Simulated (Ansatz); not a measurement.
**Molecular dynamics of RbCl (part 2 of 2)**

RbCl (Fm-3m, 16 atoms in the cell); DFT, PBE, plane waves, PAW, no spin polarisation (Ansatz 0.2.0); cutoff 420 eV, 2×2×2 k-mesh, Fermi–Dirac smearing of 0.146 eV. The structure was built on a prototype by a generator. The geometry comes from this level: r2SCAN. It belongs to a series of runs on one base structure; here: NVT, Langevin thermostat at 1700 K.

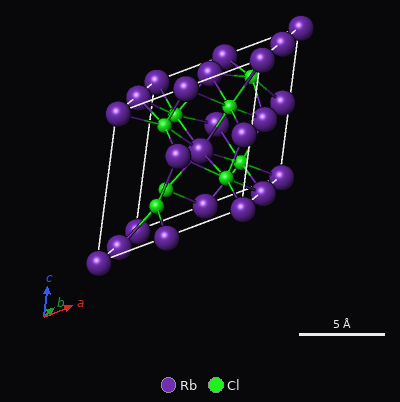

*The geometry at step 20 of the log (ball-and-stick view of the cell of the calculation, seen slightly off an axis).*

```
SCF converged after 6 iterations
Free energy (F): -34803.455890 eV
Harris-Foulkes:  -34803.455890 eV  (|F-HF|=7.19e-9)
Internal energy: -34803.455888 eV  (E = F + TS)
E sigma→0 (E₀):  -34803.455889 eV
Entropy (-TS):   -0.000002 eV (-0.000 meV/atom)
Fermi energy:    3.755478 eV
--- Per-component energies (eV) ---
  E_band       = -859.650760
  E_kinetic    = 2844.742159
  E_local      = -6736.798202  (includes V_loc(G=0)·N_el)
  E_nonlocal   = 1613.759337
  E_hartree    = 1887.737579
  E_xc         = -1912.806964
  E_vxc        = -2085.779365  (∫ρ·V_xc dr)
  E_paw        = -26218.781204  (= ΣΔE_a)
  E_vpaw       = -271.049711  (= ΣTr[D̂ρ^β])
  E_aug_tail   = 0.000711  (compensation charges beyond the density's cutoff)
  E_ewald      = -6281.309305
  E_smearing   = -0.000002  (= −TS)
  E_closure    = 0.000000  (closes the sum)
  Σ components = -34803.455890   (vs F -34803.455890, Δ=0.00e0)
--- Forces (eV/Å), atoms counted from 1 ---
  atom   1  Rb     0.00045532    -0.52192171     0.39408700
  atom   2  Cl     0.96346214    -0.08701913    -0.16634627
  atom   3  Rb    -0.06375663     0.29569375     1.14734706
  atom   4  Cl    -0.57116769    -0.22134099    -0.03416056
  atom   5  Rb    -0.16576806    -0.02756458    -0.05068145
  atom   6  Cl    -0.26611250     0.62735277     0.54253910
  atom   7  Rb    -1.98748364    -0.20910129    -0.38762693
  atom   8  Cl     0.15164662    -0.40167294     0.08272798
  atom   9  Rb    -0.32239008    -0.73529246     0.04919851
  atom  10  Cl     0.87467596    -0.36360946     0.18828229
  atom  11  Rb    -0.20305019    -0.37889789     0.17829235
  atom  12  Cl    -0.21540007    -0.03753752     0.13703513
  atom  13  Rb    -0.06316444     0.63434330    -0.19699990
  atom  14  Cl    -0.25433112     0.75017577    -0.51093848
  atom  15  Rb     0.15943642     0.21416861    -0.47542334
  atom  16  Cl     1.96296993     0.46220873    -0.89731656
  max |Σ_I F_I| component: 2.19e-5 eV/Å
--- MD trajectory: 40 steps, t = 0.0 → 120.0 fs ---
  final state: T = 1192.7 K   F+E_penalty+E_count = -34803.45589038 eV   E_kin = 2.466637 eV
```

### Trajectory as extended XYZ (Å, eV, eV/Å), 7 of the 41 frames kept, from step=0 to step=40
```
16
Lattice="0.0000 6.6116 6.6116 6.6116 0.0000 6.6116 6.6116 6.6116 0.0000" Properties=species:S:1:pos:R:3:forces:R:3 step=0 time_fs=0.0 energy=-34806.07695 temperature=1593.8
Rb    0.0000    0.0000    0.0000    0.0000   0.0000   0.0000
Cl    3.3058    3.3058    3.3058    0.0000   0.0000   0.0000
Rb    3.3058    3.3058    0.0000    0.0000   0.0000   0.0000
Cl    6.6116    6.6116    3.3058    0.0000   0.0000   0.0000
Rb    3.3058    0.0000    3.3058    0.0000   0.0000   0.0000
Cl    6.6116    3.3058    6.6116    0.0000   0.0000   0.0000
Rb    6.6116    3.3058    3.3058    0.0000   0.0000   0.0000
Cl    9.9174    6.6116    6.6116    0.0000   0.0000   0.0000
Rb    0.0000    3.3058    3.3058    0.0000   0.0000   0.0000
Cl    3.3058    6.6116    6.6116    0.0000   0.0000   0.0000
Rb    3.3058    6.6116    3.3058    0.0000   0.0000   0.0000
Cl    6.6116    9.9174    6.6116    0.0000   0.0000   0.0000
Rb    3.3058    3.3058    6.6116    0.0000   0.0000   0.0000
Cl    6.6116    6.6116    9.9174    0.0000   0.0000   0.0000
Rb    6.6116    6.6116    6.6116    0.0000   0.0000   0.0000
Cl    9.9174    9.9174    9.9174    0.0000   0.0000   0.0000
16
Lattice="0.0000 6.6116 6.6116 6.6116 0.0000 6.6116 6.6116 6.6116 0.0000" Properties=species:S:1:pos:R:3:forces:R:3 step=7 time_fs=21.0 energy=-34805.53003 temperature=1595.5
Rb    0.0027    0.0853   -0.0062   -0.2299  -0.2285   0.1024
Cl    3.2269    3.2609    3.6335    0.1057   0.1507  -0.5573
Rb    3.3484    3.2004   -0.1200   -0.0001   0.3850   0.2120
Cl    6.5900    6.9347    3.3920    0.0152  -0.8154  -0.0048
Rb    3.3175   -0.0133    3.3076   -0.0755   0.2713   0.0406
Cl    6.5571    3.2921    6.5066    0.0983   0.0996   0.1152
Rb    6.7467    3.1871    3.3072   -0.1733   0.2390   0.0874
Cl    9.9410    6.5115    6.5109   -0.0975   0.0276   0.2564
Rb   -0.1138    3.2190    3.1971    0.4124   0.6899   0.1447
Cl    3.0816    6.7851    6.6561    0.3622  -0.3709  -0.0803
Rb    3.4026    6.6311    3.2705   -0.1804  -0.1306  -0.0005
Cl    6.6374    9.8003    6.8055   -0.0808   0.1055  -0.2149
Rb    3.3054    3.2885    6.6467   -0.1074  -0.0130   0.1312
Cl    6.6039    6.6563   10.0387    0.0980  -0.1601  -0.2133
Rb    6.4775    6.5436    6.6904    0.1331   0.0622  -0.0402
Cl   10.0427   10.0965    9.8821   -0.2799  -0.3124   0.0212
16
Lattice="0.0000 6.6116 6.6116 6.6116 0.0000 6.6116 6.6116 6.6116 0.0000" Properties=species:S:1:pos:R:3:forces:R:3 step=13 time_fs=39.0 energy=-34804.65230 temperature=1226.9
Rb   -0.0555    0.1008   -0.0048   -0.3474  -0.3315   0.1694
Cl    3.2300    3.3440    3.8542    0.0828   0.1260  -0.9284
Rb    3.4322    3.1128   -0.2374   -0.0100   0.6967   0.2422
Cl    6.5181    7.0597    3.4869    0.1518  -1.5001   0.0816
Rb    3.2684    0.0005    3.3582   -0.0963   0.8873   0.0081
Cl    6.4909    3.2533    6.5394    0.2540   0.1357   0.0516
Rb    6.8669    3.0638    3.3316   -0.2725   0.4154   0.2816
Cl    9.8741    6.5060    6.4926   -0.0599  -0.0724   0.3886
Rb   -0.1656    3.1647    3.1683    0.6492   1.4361   0.1008
Cl    2.9396    6.8365    6.6775    0.5245  -0.5108  -0.0359
Rb    3.4724    6.6833    3.2803   -0.4045  -0.3081  -0.0136
Cl    6.6662    9.6918    6.9396   -0.1825   0.1635  -0.3829
Rb    3.3158    3.2527    6.7509   -0.2073  -0.0348   0.0812
Cl    6.6254    6.6446   10.0983    0.0605  -0.2844  -0.2716
Rb    6.3910    6.4806    6.7728    0.1667   0.0401  -0.0626
Cl   10.0822   10.3507    9.7836   -0.3091  -0.8585   0.2901
16
Lattice="0.0000 6.6116 6.6116 6.6116 0.0000 6.6116 6.6116 6.6116 0.0000" Properties=species:S:1:pos:R:3:forces:R:3 step=20 time_fs=60.0 energy=-34804.17610 temperature=1152.0
Rb   -0.1656    0.0703    0.0197   -0.1747  -0.3279   0.1872
Cl    3.2298    3.4071    3.9351    0.0888   0.1221  -0.7582
Rb    3.4387    3.0416   -0.2713    0.0613   1.0085   0.2233
Cl    6.5447    7.0319    3.5394    0.3125  -1.1186   0.0790
Rb    3.2618    0.0447    3.4907   -0.1035   1.3566  -0.1870
Cl    6.4684    3.2398    6.5131    0.2296   0.0817   0.0725
Rb    6.9421    2.9547    3.3213   -0.3915   0.4389   0.3420
Cl    9.7903    6.5232    6.5152   -0.0090  -0.1618   0.5936
Rb   -0.1777    3.1825    3.1165    0.5762   1.1627   0.1608
Cl    2.8354    6.8922    6.6895    0.4830  -0.7627   0.0447
Rb    3.6135    6.7484    3.3038   -0.7469  -0.4799   0.0402
Cl    6.6963    9.6083    6.9396   -0.3031   0.2099  -0.3703
Rb    3.2873    3.1610    6.8942   -0.1682   0.0190  -0.4796
Cl    6.6434    6.5506   10.1573    0.0366  -0.2455  -0.3111
Rb    6.3868    6.4393    6.8475    0.1046   0.0023  -0.1070
Cl    9.9874   10.5154    9.7571    0.0042  -1.3054   0.4700
16
Lattice="0.0000 6.6116 6.6116 6.6116 0.0000 6.6116 6.6116 6.6116 0.0000" Properties=species:S:1:pos:R:3:forces:R:3 step=27 time_fs=81.0 energy=-34804.03921 temperature=1117.4
Rb   -0.1772    0.0262    0.0675   -0.4933  -0.2954   0.2398
Cl    3.1403    3.5519    3.8430    0.1315   0.0055  -0.4717
Rb    3.4674    3.0941   -0.2896    0.0109   0.7274   0.2947
Cl    6.6804    6.9567    3.6148    0.1680  -0.3969  -0.0214
Rb    3.3321    0.1333    3.5876   -0.0963   0.9799  -0.2874
Cl    6.5419    3.2370    6.2995    0.0139   0.0381   0.4068
Rb    7.0218    2.8736    3.2385   -0.6229   0.3403   0.3488
Cl    9.7179    6.6556    6.6155    0.0760  -0.4826   0.5197
Rb   -0.1264    3.2882    3.0536    0.4448   0.3506   0.1900
Cl    2.6591    6.9416    6.7175    1.0414  -0.4896   0.0746
Rb    3.7399    6.8087    3.3379   -0.7553  -0.4803   0.1237
Cl    6.7423    9.5765    6.8848   -0.4635   0.1522  -0.4269
Rb    3.2521    3.0518    6.9100    0.0353   0.4385  -0.6072
Cl    6.7022    6.4708   10.2426   -0.0678  -0.1728  -0.3904
Rb    6.3961    6.3343    6.9697    0.0735   0.1599  -0.2584
Cl    9.8297   10.5250    9.8046    0.5038  -0.8748   0.2653
16
Lattice="0.0000 6.6116 6.6116 6.6116 0.0000 6.6116 6.6116 6.6116 0.0000" Properties=species:S:1:pos:R:3:forces:R:3 step=33 time_fs=99.0 energy=-34803.86267 temperature=1429.3
Rb   -0.2020    0.0219    0.1206   -0.5743  -0.4030   0.3693
Cl    3.0298    3.6295    3.8084    0.3566  -0.0655  -0.4154
Rb    3.5456    3.0996   -0.2886   -0.0601   0.4880   0.4928
Cl    6.8897    6.9649    3.6482   -0.2904  -0.3060  -0.0498
Rb    3.4350    0.2710    3.5914   -0.1318   0.2696  -0.1814
Cl    6.6075    3.0882    6.2423   -0.1286   0.3733   0.5146
Rb    7.1360    2.8805    3.2391   -1.2347  -0.0063   0.0260
Cl    9.6633    6.7181    6.7356    0.1161  -0.7206   0.2875
Rb   -0.0202    3.3698    3.0382    0.2080  -0.0701   0.1982
Cl    2.6070    6.9033    6.7029    1.3337  -0.3169   0.1156
Rb    3.7815    6.8035    3.4002   -0.4268  -0.3844   0.1569
Cl    6.7820    9.5914    6.7840   -0.5143   0.0582  -0.1304
Rb    3.2541    3.0223    6.8533    0.1040   0.7678  -0.2825
Cl    6.7913    6.3828   10.3611   -0.1625   0.1540  -0.5898
Rb    6.3908    6.2662    7.0569    0.1431   0.1837  -0.3630
Cl    9.7712   10.3810    9.9727    1.2618  -0.0218  -0.1487
16
Lattice="0.0000 6.6116 6.6116 6.6116 0.0000 6.6116 6.6116 6.6116 0.0000" Properties=species:S:1:pos:R:3:forces:R:3 step=40 time_fs=120.0 energy=-34803.45589 temperature=1192.7
Rb   -0.2321    0.0083    0.1768    0.0005  -0.5219   0.3941
Cl    2.8802    3.6403    3.7782    0.9635  -0.0870  -0.1663
Rb    3.5854    3.1683   -0.2819   -0.0638   0.2957   1.1473
Cl    7.1189    6.8799    3.5750   -0.5712  -0.2213  -0.0342
Rb    3.5786    0.4248    3.5448   -0.1658  -0.0276  -0.0507
Cl    6.6722    2.9584    6.2634   -0.2661   0.6274   0.5425
Rb    7.2595    2.9270    3.3171   -1.9875  -0.2091  -0.3876
Cl    9.6563    6.6081    6.8763    0.1516  -0.4017   0.0827
Rb    0.0712    3.4539    3.1044   -0.3224  -0.7353   0.0492
Cl    2.7612    6.8857    6.6743    0.8747  -0.3636   0.1883
Rb    3.8126    6.8075    3.4801   -0.2031  -0.3789   0.1783
Cl    6.7335    9.6322    6.7161   -0.2154  -0.0375   0.1370
Rb    3.2985    2.9832    6.8391   -0.0632   0.6343  -0.1970
Cl    6.9242    6.2720   10.4337   -0.2543   0.7502  -0.5109
Rb    6.4121    6.2256    7.1720    0.1594   0.2142  -0.4754
Cl    9.8091   10.2128   10.1768    1.9630   0.4622  -0.8973
```

The run was set up as follows.

### Input file
```yaml
crystal:
  lattice:
    - [0.0, 6.6116256371, 6.6116256371]
    - [6.6116256371, 0.0, 6.6116256371]
    - [6.6116256371, 6.6116256371, 0.0]
  atoms:
    - { symbol: Rb, position: [0.0, 0.0, 0.0] }
    - { symbol: Cl, position: [0.25, 0.25, 0.25] }
    - { symbol: Rb, position: [0.0, 0.0, 0.5] }
    - { symbol: Cl, position: [0.25, 0.25, 0.75] }
    - { symbol: Rb, position: [0.0, 0.5, 0.0] }
    - { symbol: Cl, position: [0.25, 0.75, 0.25] }
    - { symbol: Rb, position: [0.0, 0.5, 0.5] }
    - { symbol: Cl, position: [0.25, 0.75, 0.75] }
    - { symbol: Rb, position: [0.5, 0.0, 0.0] }
    - { symbol: Cl, position: [0.75, 0.25, 0.25] }
    - { symbol: Rb, position: [0.5, 0.0, 0.5] }
    - { symbol: Cl, position: [0.75, 0.25, 0.75] }
    - { symbol: Rb, position: [0.5, 0.5, 0.0] }
    - { symbol: Cl, position: [0.75, 0.75, 0.25] }
    - { symbol: Rb, position: [0.5, 0.5, 0.5] }
    - { symbol: Cl, position: [0.75, 0.75, 0.75] }
kpoints:
  mp_grid: { grid: [2, 2, 2] }
hamiltonian:
  xc: pbe
scf:
  occupations: { method: fermi_dirac, width: 0.146 }
md:
  ensemble: nvt_langevin
  temperature: 1700
  timestep: 3.0
  n_steps: 40
  initial_velocities: maxwell_boltzmann
  seed: 7204
```

Command:
```bash
ansatz run input.yaml --threads 4 --pin off --max-ram 3686MiB --backend cpu --events-out ev --progress --plain --runs-dir out
```

### Summary

- outcome: finished
- mean temperature over the second half: 1280 K
- trajectory: 40 steps, 120 fs
- ensemble: nvt_langevin
- temperature in the input: 1700 K
- time step: 3.0 fs
- space group of the start (tolerance 0.01 Å): Fm-3m (225)
- electrons treated: 128
- potential energy (free energy of the electrons) (last step): −34803.4559 eV
- Fermi energy (last step): 3.755 eV
- largest force (length of the vector) (last step): 2.207 eV/Å
- hardware: 4 threads of Arm Neoverse V1, 24 GiB of memory available, shared host
- wall time: 2.7 min (CPU time 11 min)
- peak memory: 1.6 GiB

### Remarks

So short a trajectory is not equilibrated. The logged temperature at the start can lie below the typed one, since it is counted over all degrees of freedom.
